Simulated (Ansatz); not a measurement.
HfO₂

Input file:

```
crystal:
  lattice:
    - [4.81353299, 0.0, 0.0]
    - [0.0, 4.81353299, 0.0]
    - [0.0, 0.0, 3.20541541]
  atoms:
    - { symbol: Hf, position: [0.0, 0.0, 0.0] }
    - { symbol: Hf, position: [0.5, 0.5, 0.5] }
    - { symbol: O, position: [0.19495512, 0.80504488, 0.5] }
    - { symbol: O, position: [0.30504488, 0.30504488, 0.0] }
    - { symbol: O, position: [0.69495512, 0.69495512, 0.0] }
    - { symbol: O, position: [0.80504488, 0.19495512, 0.5] }
basis:
  ecutwfc: 420
kpoints:
  mp_grid: { grid: [6, 6, 8] }
hamiltonian:
  xc: pbesol
scf:
  occupations: { method: gaussian, width: 0.02 }
output:
  forces: true
  stress: true
  eigenvalues: true
  write_density: true
  write_potential: true
  elf: true
  volumetric_format: npy
relax:
  adjacent_minimum: "off"
  f_tol: 0.005
  max_steps: 80
  cell: { stress_tol: 0.05 }
```

Run with:

```sh
ansatz run input.yaml --threads 4 --pin off --max-ram 11264MiB --backend cpu --events-out ev --progress --plain --runs-dir out
```

Below, planes, directions and counts refer to the conventional cell (a = 4.83 Å, b = 4.83 Å, c = 3.21 Å, α = 90.00°, β = 90.00°, γ = 90.00°).

The fields are those of the relaxed geometry.

Space group P4₂/mnm; a structure from a database of computed crystals, not necessarily the ambient phase.

All numbers below come from DFT PBEsol, scalar-relativistic, plane waves, PAW in Ansatz.

> What can the converged valence pseudo-density and electron localisation function tell about the bonding?

Hf–O (2.09 Å): ρ is about 0.77 e/Å³ halfway; the ELF peaks at about 0.80 in the valence shell of O, 0.6 Å from its nucleus, and drops to about 0.20 between the two atoms (no localised pair shows between them).
Hf–Hf (3.21 Å): ρ at the midpoint is about 0.22 e/Å³; the ELF is about 0.10 at the midpoint (no localised pair shows between them).

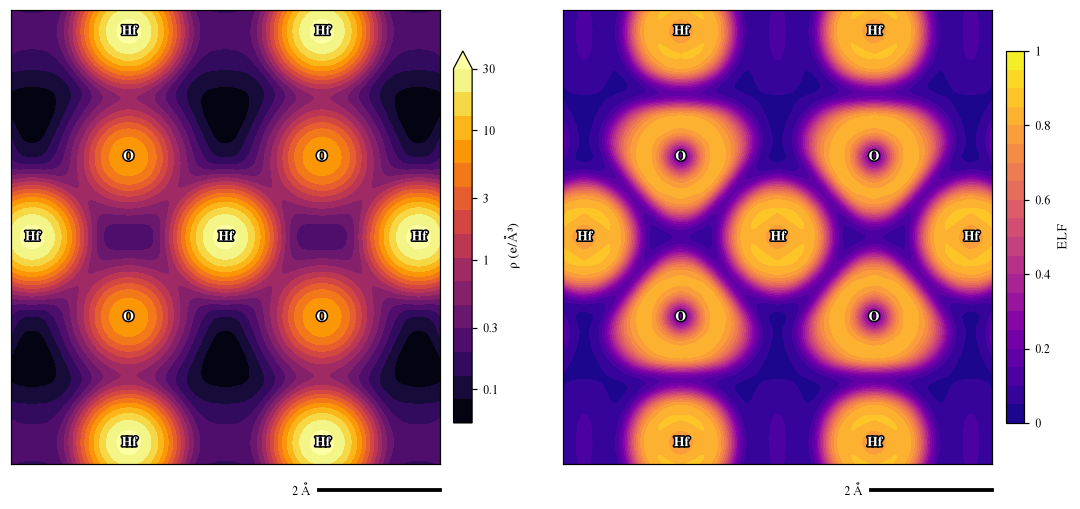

Computed valence pseudo-density and electron localisation function on the (110) plane of the conventional cell, in this order. 

Core electrons are frozen (PAW), and the valence fields are smoothed inside the atomic spheres.
